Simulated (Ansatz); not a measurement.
WSe$_{2}$: geometry relaxation (part 1 of 2)

The run: geometry relaxation of WSe$_{2}$ (P-6m2, 9 atoms in the cell). Method and program: DFT r2SCAN, scalar-relativistic, plane waves, PAW, no spin polarisation (Ansatz 0.2.0).

The structure derives from a Materials Project entry.

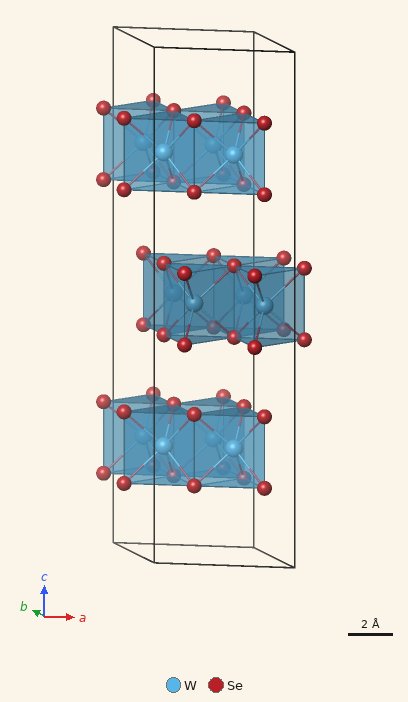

The starting structure (polyhedral view of the 2 × 2 repeat of the cell, with the vacuum cut short, seen slightly off an axis; polyhedra are completed across the faces of the cell). An atom can appear more than once, as a periodic image.

Input file:
```yaml
crystal:
  lattice:
    - [3.3181158941, 0.0, 0.0]
    - [-1.659057947, 2.873572657, 0.0]
    - [0.0, 0.0, 29.73944741]
  atoms:
    - { symbol: W, position: [0.66666667, 0.33333333, 0.0] }
    - { symbol: W, position: [0.33333333, 0.66666667, 0.77044744] }
    - { symbol: W, position: [0.33333333, 0.66666667, 0.22955256] }
    - { symbol: Se, position: [0.33333333, 0.66666667, 0.05592511] }
    - { symbol: Se, position: [0.66666667, 0.33333333, 0.82636702] }
    - { symbol: Se, position: [0.66666667, 0.33333333, 0.28544604] }
    - { symbol: Se, position: [0.33333333, 0.66666667, 0.94407489] }
    - { symbol: Se, position: [0.66666667, 0.33333333, 0.71455396] }
    - { symbol: Se, position: [0.66666667, 0.33333333, 0.17363298] }
basis:
  ecutwfc: 500
kpoints:
  mp_grid: { grid: [12, 12, 1] }
hamiltonian:
  xc: r2scan
scf:
  occupations: { method: gaussian, width: 0.02 }
output:
  forces: true
  stress: true
  eigenvalues: true
  write_density: true
  write_potential: true
  elf: true
  volumetric_format: npy
relax:
  adjacent_minimum: "off"
  f_tol: 0.005
  max_steps: 80
  cell: { stress_tol: 0.05 }
```

Hardware: 2 threads of Intel Xeon @ 2.50GHz (Skylake/Cascade Lake), 189 GiB of memory available, shared host.

Command:
```bash
ansatz run input.yaml --threads 2 --pin off --max-ram 5120MiB --backend cpu --events-out ev --progress --plain --runs-dir out
```

What the program printed:
```
Engine: ansatz 0.2.0, x86_64-unknown-linux-gnu
Pseudopotentials: kind: paw
Pseudopotential: W, paw, valence charge 14, recommended cutoff 500 eV (meta_gga), W.paw.azcp
Pseudopotential: Se, paw, valence charge 16, recommended cutoff 500 eV (meta_gga), Se.paw.azcp
Functional definition: r2SCAN
  parameter k0 = 0.174
  parameter k1 = 0.065
  parameter a1 = 4.9479
  exchange = r2scan_x(k0 = k0, k1 = k1, a1 = a1)
  correlation = r2scan_c
Crystal: 9 atoms, lattice volume = 283.561 Å³
Basis set: ecut = 500 eV, 7129 PW (Γ), exchange–correlation on 100×100×900 points (64 copies of the dense FFT grid, shifted against one another)
Bands: 83, of which v1, the nominal top of the filled ones, is band 69 counted from 1 (68 counted from 0)
Symmetry: 12 space group operations
Space group: P-6m2 (ITA 187), of the structure as read, at distance tolerance 6.6e-5 Å
k-points: 19 of 144 (time reversal used)
Non-local potential: W, projectors of the file, l = 0: 3, l = 1: 2, l = 2: 2, l = 3: 1
Non-local potential: Se, projectors of the file, l = 0: 2, l = 1: 2, l = 2: 3, l = 3: 1
PAW form: soft (Blöchl's): semilocal exchange-correlation on the pseudo side does not see the compensation charge
PAW frozen core: W, regenerated for the run's functional (the file was generated under x = pbe(κ = 0.804, μ = 0.2195149727645171), c = pbe(β = 0.06672455060314922))
PAW frozen core: Se, regenerated for the run's functional (the file was generated under x = pbe(κ = 0.804, μ = 0.2195149727645171), c = pbe(β = 0.06672455060314922))
PAW one-centre angular grid: W, 590 points (default); XC on 160 Gauss nodes
PAW one-centre angular grid: Se, 590 points (default); XC on 160 Gauss nodes
Initial density: superposition of atomic densities (neutral atoms: chi_scale 0, normalization atom), corrected by the library's trained network
Initial wavefunctions: pseudopotential atomic-orbital guess
Functional: x = r2scan, c = r2scan; τ floored in thin density (d = 2e-4 eV/Å³)
SCF iter   1: F=—  HF=-64065.938898 eV  |F-HF|=—  |Δ(HF+E_count)|=         —  Δρ=4.58e-3  dr2=7.03e-2  dr2_τ=1.29e-1  ethr=1.77e-3  ⟨swp⟩=7.7  Hψ=5986  notcnv=0  defer=4
preconditioner: auto → Resta (q_TF=auto, 2.420 Å⁻¹)  ε∞=4.2  [insulator: Δε(μ)=1.453 eV  Ē_g=9.116 eV  σ=0.020 eV  W_gap=1.00  n_scr=76 (ndim 8)  ℏωp=16.2 eV  f_vac=0.353  D(μ)=0.00/eV (n_scr^D=0)  ε∞_Penn≈4.2  vacuum switching on, ρ_ref=6.0e-3 e/Å³]
SCF iter   2: F=—  HF=-64066.110028 eV  |F-HF|=—  |Δ(HF+E_count)|=   1.71e-1  Δρ=2.98e-3  dr2=1.62e-2  dr2_τ=1.76e-3  ethr=5.10e-5  ⟨swp⟩=4.1  Hψ=4251  notcnv=0  defer=104
SCF iter   3: F=—  HF=-64066.119805 eV  |F-HF|=—  |Δ(HF+E_count)|=   9.78e-3  Δρ=1.66e-3  dr2=5.10e-3  dr2_τ=3.26e-4  ethr=1.18e-5  ⟨swp⟩=2.0  Hψ=1979  notcnv=0  defer=104
SCF iter   4: F=—  HF=-64066.124549 eV  |F-HF|=—  |Δ(HF+E_count)|=   4.74e-3  Δρ=3.98e-4  dr2=1.03e-3  dr2_τ=5.37e-5  ethr=3.70e-6  ⟨swp⟩=2.3  Hψ=2420  notcnv=0  defer=104
SCF iter   5: F=—  HF=-64066.124632 eV  |F-HF|=—  |Δ(HF+E_count)|=   8.30e-5  Δρ=1.33e-4  dr2=1.08e-4  dr2_τ=7.39e-6  ethr=7.50e-7  ⟨swp⟩=2.1  Hψ=2717  notcnv=0  defer=104
SCF iter   6: F=—  HF=-64066.124644 eV  |F-HF|=—  |Δ(HF+E_count)|=   1.22e-5  Δρ=5.14e-5  dr2=6.70e-6  dr2_τ=1.01e-6  ethr=7.86e-8  ⟨swp⟩=2.6  Hψ=1901  notcnv=0  defer=104
SCF iter   7: F=—  HF=-64066.124637 eV  |F-HF|=—  |Δ(HF+E_count)|=   6.64e-6  Δρ=1.95e-5  dr2=1.79e-6  dr2_τ=4.84e-8  ethr=4.86e-9  ⟨swp⟩=2.4  Hψ=2732  notcnv=0  defer=104
SCF iter   8: F=—  HF=-64066.124640 eV  |F-HF|=—  |Δ(HF+E_count)|=   2.50e-6  Δρ=4.88e-6  dr2=1.65e-7  dr2_τ=2.79e-9  ethr=1.30e-9  ⟨swp⟩=2.4  Hψ=2027  notcnv=0  defer=104
SCF iter   9: F=-64066.124640 eV  HF=-64066.124640 eV  |F-HF|=1.60e-8  |Δ(HF+E_count)|=   3.18e-7  Δρ=2.46e-6  dr2=3.93e-8  dr2_τ=2.26e-9  ethr=7.25e-11  ⟨swp⟩=19.2  Hψ=12501  notcnv=0
SCF 1 converged in 9 iterations: F = -64066.124640 eV  dr2 = 3.93e-8
  greatest PAW one-centre occupation: 1.000 electrons in one spin orbital (limit 2), on the Se atom at site 5 (counted from 0), in its partial waves of l = 2
relax step   1: F+E_penalty+E_count = -64066.12464007 eV  Δ(F+E_penalty+E_count) = +0.000e0 eV  max|allowed force component| = 5.141e-2 eV/Å  Δτ_max = 0.0000 Å  P = -0.235 GPa  Ω = 283.561 Å³  (9 SCF iters, dr2 threshold 1.00e-7 eV, accepted)
Crystal: 9 atoms, lattice volume = 282.906 Å³
Basis set: ecut = 500 eV, 7081 PW (Γ), exchange–correlation on 100×100×900 points (64 copies of the dense FFT grid, shifted against one another)
Initial density: handed on by an earlier stage of this run
Initial wavefunctions: those handed on with the density
iter 1 solved again at ethr=2.76e-6 eV; its pass at ethr=3.10e-3 eV (dr2=3.81e-3 eV) is discarded
SCF iter   1: F=—  HF=-64066.089309 eV  |F-HF|=—  |Δ(HF+E_count)|=         —  Δρ=1.18e-3  dr2=3.64e-3  dr2_τ=1.05e-1  ethr=2.76e-6  ⟨swp⟩=3.0  Hψ=7063  notcnv=0
preconditioner: auto → Resta (q_TF=auto, 2.421 Å⁻¹)  ε∞=4.1  [insulator: Δε(μ)=1.501 eV  Ē_g=9.146 eV  σ=0.020 eV  W_gap=1.00  n_scr=76 (ndim 8)  ℏωp=16.2 eV  f_vac=0.359  D(μ)=0.00/eV (n_scr^D=0)  ε∞_Penn≈4.1  vacuum switching on, ρ_ref=6.1e-3 e/Å³]
SCF iter   2: F=—  HF=-64066.124362 eV  |F-HF|=—  |Δ(HF+E_count)|=   3.51e-2  Δρ=7.76e-4  dr2=1.07e-3  dr2_τ=1.19e-4  ethr=2.63e-6  ⟨swp⟩=3.2  Hψ=3226  notcnv=0
SCF iter   3: F=—  HF=-64066.124606 eV  |F-HF|=—  |Δ(HF+E_count)|=   2.44e-4  Δρ=3.94e-4  dr2=3.06e-4  dr2_τ=3.01e-5  ethr=7.74e-7  ⟨swp⟩=2.4  Hψ=2034  notcnv=0
SCF iter   4: F=—  HF=-64066.124767 eV  |F-HF|=—  |Δ(HF+E_count)|=   1.61e-4  Δρ=9.54e-5  dr2=1.62e-4  dr2_τ=5.42e-6  ethr=2.22e-7  ⟨swp⟩=2.4  Hψ=2417  notcnv=0
SCF iter   5: F=—  HF=-64066.124722 eV  |F-HF|=—  |Δ(HF+E_count)|=   4.49e-5  Δρ=4.47e-5  dr2=1.23e-5  dr2_τ=2.75e-7  ethr=1.18e-7  ⟨swp⟩=2.0  Hψ=1819  notcnv=0
SCF iter   6: F=—  HF=-64066.124721 eV  |F-HF|=—  |Δ(HF+E_count)|=   8.66e-7  Δρ=1.74e-5  dr2=1.15e-6  dr2_τ=5.18e-8  ethr=8.89e-9  ⟨swp⟩=2.3  Hψ=2069  notcnv=0
SCF iter   7: F=-64066.124722 eV  HF=-64066.124722 eV  |F-HF|=3.83e-8  |Δ(HF+E_count)|=   6.58e-7  Δρ=4.83e-6  dr2=1.22e-7  dr2_τ=3.41e-9  ethr=1.20e-10  ⟨swp⟩=12.3  Hψ=13050  notcnv=0
SCF 2 converged in 7 iterations: F = -64066.124722 eV  dr2 = 1.22e-7
  greatest PAW one-centre occupation: 1.000 electrons in one spin orbital (limit 2), on the Se atom at site 7 (counted from 0), in its partial waves of l = 2
relax step   2: F+E_penalty+E_count = -64066.12472157 eV  Δ(F+E_penalty+E_count) = -8.150e-5 eV  max|allowed force component| = 5.891e-2 eV/Å  Δτ_max = 0.0252 Å  P = +0.285 GPa  Ω = 282.906 Å³  energy of the carried Pulay correction = +8.652e-5 eV  (7 SCF iters, dr2 threshold 1.65e-7 eV, rejected (line search))
Crystal: 9 atoms, lattice volume = 283.465 Å³
iter 1 solved again at ethr=1.06e-6 eV; its pass at ethr=3.10e-3 eV (dr2=1.46e-3 eV) is discarded
SCF iter   1: F=—  HF=-64066.113886 eV  |F-HF|=—  |Δ(HF+E_count)|=         —  Δρ=6.69e-4  dr2=1.31e-3  dr2_τ=3.44e-2  ethr=1.06e-6  ⟨swp⟩=3.0  Hψ=6909  notcnv=0
preconditioner: auto → Resta (q_TF=auto, 2.420 Å⁻¹)  ε∞=4.2  [insulator: Δε(μ)=1.506 eV  Ē_g=9.126 eV  σ=0.020 eV  W_gap=1.00  n_scr=76 (ndim 8)  ℏωp=16.2 eV  f_vac=0.358  D(μ)=0.00/eV (n_scr^D=0)  ε∞_Penn≈4.2  vacuum switching on, ρ_ref=6.0e-3 e/Å³]
SCF iter   2: F=—  HF=-64066.125336 eV  |F-HF|=—  |Δ(HF+E_count)|=   1.14e-2  Δρ=4.55e-4  dr2=4.48e-4  dr2_τ=5.24e-5  ethr=9.46e-7  ⟨swp⟩=2.6  Hψ=3215  notcnv=0
SCF iter   3: F=—  HF=-64066.125387 eV  |F-HF|=—  |Δ(HF+E_count)|=   5.14e-5  Δρ=2.42e-4  dr2=1.20e-4  dr2_τ=1.53e-5  ethr=3.25e-7  ⟨swp⟩=2.0  Hψ=2034  notcnv=0
SCF iter   4: F=—  HF=-64066.125440 eV  |F-HF|=—  |Δ(HF+E_count)|=   5.23e-5  Δρ=4.05e-5  dr2=1.62e-5  dr2_τ=1.63e-6  ethr=8.67e-8  ⟨swp⟩=2.3  Hψ=2377  notcnv=0
SCF iter   5: F=—  HF=-64066.125436 eV  |F-HF|=—  |Δ(HF+E_count)|=   3.27e-6  Δρ=2.52e-5  dr2=3.47e-6  dr2_τ=6.50e-8  ethr=1.18e-8  ⟨swp⟩=2.4  Hψ=2097  notcnv=0
SCF iter   6: F=—  HF=-64066.125411 eV  |F-HF|=—  |Δ(HF+E_count)|=   2.54e-5  Δρ=9.73e-6  dr2=4.23e-7  dr2_τ=1.68e-8  ethr=2.51e-9  ⟨swp⟩=2.0  Hψ=2054  notcnv=0
SCF iter   7: F=—  HF=-64066.125411 eV  |F-HF|=—  |Δ(HF+E_count)|=   2.33e-7  Δρ=3.11e-6  dr2=4.52e-8  dr2_τ=1.33e-9  ethr=3.07e-10  ⟨swp⟩=2.0  Hψ=2719  notcnv=0
SCF iter   8: F=—  HF=-64066.125411 eV  |F-HF|=—  |Δ(HF+E_count)|=   4.62e-8  Δρ=1.15e-6  dr2=1.09e-8  dr2_τ=4.60e-10  ethr=3.28e-11  ⟨swp⟩=2.2  Hψ=2778  notcnv=0
SCF iter   9: F=—  HF=-64066.125411 eV  |F-HF|=—  |Δ(HF+E_count)|=   9.44e-9  Δρ=7.30e-7  dr2=4.44e-9  dr2_τ=3.55e-10  ethr=7.89e-12  ⟨swp⟩=2.2  Hψ=2339  notcnv=0
SCF iter  10: F=—  HF=-64066.125411 eV  |F-HF|=—  |Δ(HF+E_count)|=   1.03e-9  Δρ=2.50e-7  dr2=4.00e-10  dr2_τ=2.58e-11  ethr=3.22e-12  ⟨swp⟩=2.0  Hψ=1977  notcnv=0
SCF iter  11: F=-64066.125411 eV  HF=-64066.125411 eV  |F-HF|=1.46e-11  |Δ(HF+E_count)|=  4.95e-10  Δρ=1.01e-7  dr2=6.15e-11  dr2_τ=1.68e-12  ethr=1.00e-12  ⟨swp⟩=9.6  Hψ=8483  notcnv=0
SCF 3 converged in 11 iterations: F = -64066.125411 eV  dr2 = 6.15e-11
relax step   3: F+E_penalty+E_count = -64066.12541134 eV  Δ(F+E_penalty+E_count) = -7.713e-4 eV  max|allowed force component| = 2.084e-3 eV/Å  Δτ_max = 0.0121 Å  P = +0.002 GPa  Ω = 283.465 Å³  energy of the carried Pulay correction = +1.264e-5 eV  (11 SCF iters, accepted)
Crystal: 9 atoms, lattice volume = 283.507 Å³
iter 1 solved again at ethr=1.56e-7 eV; its pass at ethr=3.10e-3 eV (dr2=2.15e-4 eV) is discarded
SCF iter   1: F=—  HF=-64066.121495 eV  |F-HF|=—  |Δ(HF+E_count)|=         —  Δρ=3.67e-4  dr2=1.94e-4  dr2_τ=1.19e-2  ethr=1.56e-7  ⟨swp⟩=3.1  Hψ=6390  notcnv=0
preconditioner: auto → Resta (q_TF=auto, 2.420 Å⁻¹)  ε∞=4.2  [insulator: Δε(μ)=1.510 eV  Ē_g=9.128 eV  σ=0.020 eV  W_gap=1.00  n_scr=76 (ndim 8)  ℏωp=16.2 eV  f_vac=0.358  D(μ)=0.00/eV (n_scr^D=0)  ε∞_Penn≈4.2  vacuum switching on, ρ_ref=6.0e-3 e/Å³]
SCF iter   2: F=—  HF=-64066.125403 eV  |F-HF|=—  |Δ(HF+E_count)|=   3.91e-3  Δρ=2.54e-4  dr2=1.05e-4  dr2_τ=4.46e-6  ethr=1.41e-7  ⟨swp⟩=3.0  Hψ=3416  notcnv=0
SCF iter   3: F=—  HF=-64066.125448 eV  |F-HF|=—  |Δ(HF+E_count)|=   4.53e-5  Δρ=6.82e-5  dr2=2.10e-5  dr2_τ=1.97e-6  ethr=7.62e-8  ⟨swp⟩=2.4  Hψ=2396  notcnv=0
SCF iter   4: F=—  HF=-64066.125455 eV  |F-HF|=—  |Δ(HF+E_count)|=   6.98e-6  Δρ=3.82e-5  dr2=2.55e-5  dr2_τ=3.90e-7  ethr=1.52e-8  ⟨swp⟩=3.2  Hψ=3152  notcnv=0
SCF iter   5: F=—  HF=-64066.125457 eV  |F-HF|=—  |Δ(HF+E_count)|=   2.12e-6  Δρ=1.41e-5  dr2=3.00e-6  dr2_τ=1.09e-8  ethr=1.52e-8  ⟨swp⟩=1.9  Hψ=1654  notcnv=0
SCF iter   6: F=—  HF=-64066.125429 eV  |F-HF|=—  |Δ(HF+E_count)|=   2.78e-5  Δρ=5.14e-6  dr2=1.81e-7  dr2_τ=6.28e-9  ethr=2.17e-9  ⟨swp⟩=2.0  Hψ=1790  notcnv=0
SCF iter   7: F=—  HF=-64066.125429 eV  |F-HF|=—  |Δ(HF+E_count)|=   1.12e-8  Δρ=3.62e-6  dr2=7.82e-8  dr2_τ=2.34e-9  ethr=1.31e-10  ⟨swp⟩=2.0  Hψ=1976  notcnv=0
SCF iter   8: F=—  HF=-64066.125429 eV  |F-HF|=—  |Δ(HF+E_count)|=   1.48e-9  Δρ=1.65e-6  dr2=1.38e-8  dr2_τ=2.20e-10  ethr=5.67e-11  ⟨swp⟩=2.0  Hψ=2010  notcnv=0
SCF iter   9: F=—  HF=-64066.125429 eV  |F-HF|=—  |Δ(HF+E_count)|=  5.75e-10  Δρ=5.47e-7  dr2=1.44e-9  dr2_τ=2.45e-11  ethr=1.00e-11  ⟨swp⟩=2.0  Hψ=2180  notcnv=0
SCF iter  10: F=-64066.125429 eV  HF=-64066.125429 eV  |F-HF|=1.46e-11  |Δ(HF+E_count)|=  2.62e-10  Δρ=7.74e-8  dr2=3.82e-11  dr2_τ=7.14e-13  ethr=1.00e-12  ⟨swp⟩=8.4  Hψ=9777  notcnv=0
SCF 4 converged in 10 iterations: F = -64066.125429 eV  dr2 = 3.82e-11
relax step   4: F+E_penalty+E_count = -64066.12542941 eV  Δ(F+E_penalty+E_count) = -1.807e-5 eV  max|allowed force component| = 3.989e-3 eV/Å  Δτ_max = 0.0072 Å  P = +0.006 GPa  Ω = 283.507 Å³  energy of the carried Pulay correction = +7.080e-6 eV  (10 SCF iters, accepted)
Initial wavefunctions: pseudopotential atomic-orbital guess (no wavefunctions were taken with the density)
iter 1 solved again at ethr=7.28e-8 eV; its pass at ethr=3.10e-3 eV (dr2=1.00e-4 eV) is discarded
SCF iter   1: F=—  HF=-64066.125403 eV  |F-HF|=—  |Δ(HF+E_count)|=         —  Δρ=2.38e-5  dr2=4.02e-8  dr2_τ=3.72e-8  ethr=7.28e-8  ⟨swp⟩=5.0  Hψ=11057  notcnv=0
preconditioner: auto → Resta (q_TF=auto, 2.420 Å⁻¹)  ε∞=4.2  [insulator: Δε(μ)=1.513 eV  Ē_g=9.126 eV  σ=0.020 eV  W_gap=1.00  n_scr=76 (ndim 8)  ℏωp=16.2 eV  f_vac=0.358  D(μ)=0.00/eV (n_scr^D=0)  ε∞_Penn≈4.2  vacuum switching on, ρ_ref=6.0e-3 e/Å³]
SCF iter   2: F=—  HF=-64066.125330 eV  |F-HF|=—  |Δ(HF+E_count)|=   7.27e-5  Δρ=1.20e-5  dr2=2.63e-8  dr2_τ=6.21e-7  ethr=2.92e-11  ⟨swp⟩=5.5  Hψ=4924  notcnv=0
SCF iter   3: F=—  HF=-64066.125380 eV  |F-HF|=—  |Δ(HF+E_count)|=   4.98e-5  Δρ=5.06e-6  dr2=7.01e-9  dr2_τ=4.27e-8  ethr=1.91e-11  ⟨swp⟩=4.2  Hψ=4102  notcnv=0
SCF iter   4: F=—  HF=-64066.125413 eV  |F-HF|=—  |Δ(HF+E_count)|=   3.33e-5  Δρ=8.24e-7  dr2=6.82e-10  dr2_τ=7.95e-10  ethr=5.08e-12  ⟨swp⟩=4.6  Hψ=4213  notcnv=0
SCF iter   5: F=—  HF=-64066.125418 eV  |F-HF|=—  |Δ(HF+E_count)|=   4.84e-6  Δρ=2.06e-7  dr2=5.49e-10  dr2_τ=1.52e-11  ethr=1.00e-12  ⟨swp⟩=4.2  Hψ=3937  notcnv=0
SCF iter   6: F=—  HF=-64066.125418 eV  |F-HF|=—  |Δ(HF+E_count)|=   5.12e-8  Δρ=9.11e-8  dr2=1.13e-10  dr2_τ=3.91e-12  ethr=1.00e-12  ⟨swp⟩=3.1  Hψ=2372  notcnv=0
SCF iter   7: F=-64066.125418 eV  HF=-64066.125418 eV  |F-HF|=1.12e-9  |Δ(HF+E_count)|=   3.10e-9  Δρ=4.44e-8  dr2=2.03e-11  dr2_τ=9.43e-13  ethr=1.00e-12  ⟨swp⟩=10.2  Hψ=8253  notcnv=0
SCF 5 converged in 7 iterations: F = -64066.125418 eV  dr2 = 2.03e-11
relax step   5: F+E_penalty+E_count = -64066.12541823 eV  Δ(F+E_penalty+E_count) = +1.118e-5 eV  max|allowed force component| = 3.991e-3 eV/Å  Δτ_max = 0.0000 Å  P = +0.006 GPa  Ω = 283.507 Å³  stress off target by 1.81e-2 GPa  SCF on the basis re-selected at this cell (its energy is not comparable with the rows above)  (7 SCF iters)
```

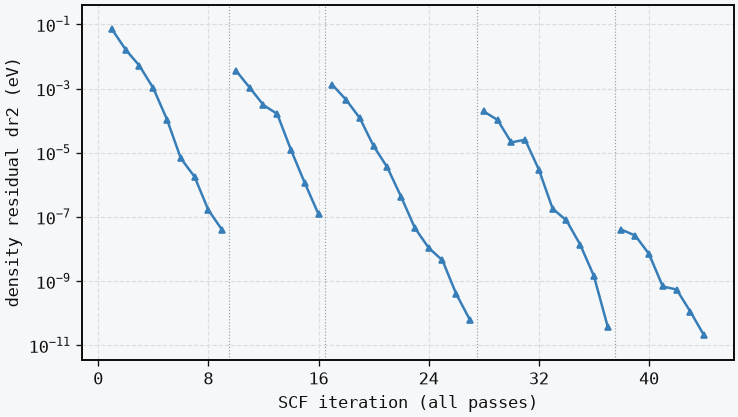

Convergence of the self-consistent field: density residual dr2 against the SCF iteration. The dotted lines part the SCF passes of the relaxation: geometry steps, rejected trials and re-solves on a re-selected basis. The 5 passes take 7 to 11 iterations each, 44 in all.

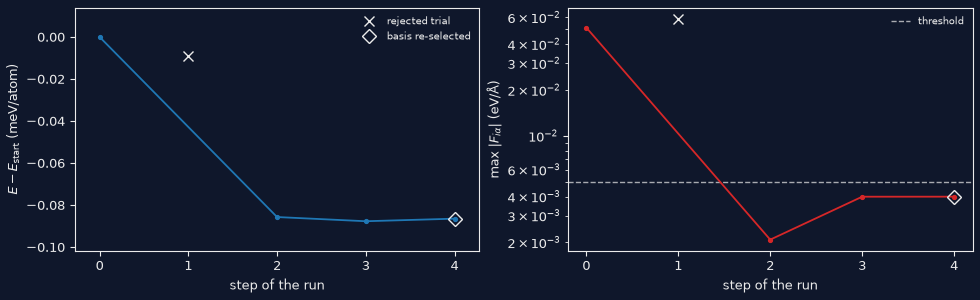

Progress of the relaxation, step by step (the first geometry is step 0 here and step 1 in the log).

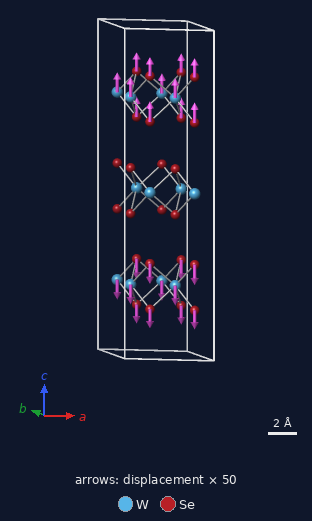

The starting structure with the displacements as pink arrows, magnified 50 times (ball-and-stick view of the 2 × 2 repeat of the cell, with the vacuum cut short, seen slightly off an axis). Over 3 geometry steps the energy falls by 0.1 meV per atom. The largest force component goes from 0.051 to 0.004 eV/Å. The line search rejected the trial step at point 1 (counted from 0) and went back. The largest moves relative to the cell, 0.030 Å, are those of Se5 and Se9. Largest moves by element: Se 0.030 Å, W 0.029 Å. In the plane the drawn cell goes a 6.636 → 6.629 Å (−0.1 %), b 6.636 → 6.629 Å (−0.1 %). The space group stays P-6m2 (No. 187). A last SCF at the same geometry on a re-selected plane-wave basis shifts the energy by +0.0 meV per atom. (Atoms are counted from 1 in the order of the input.)
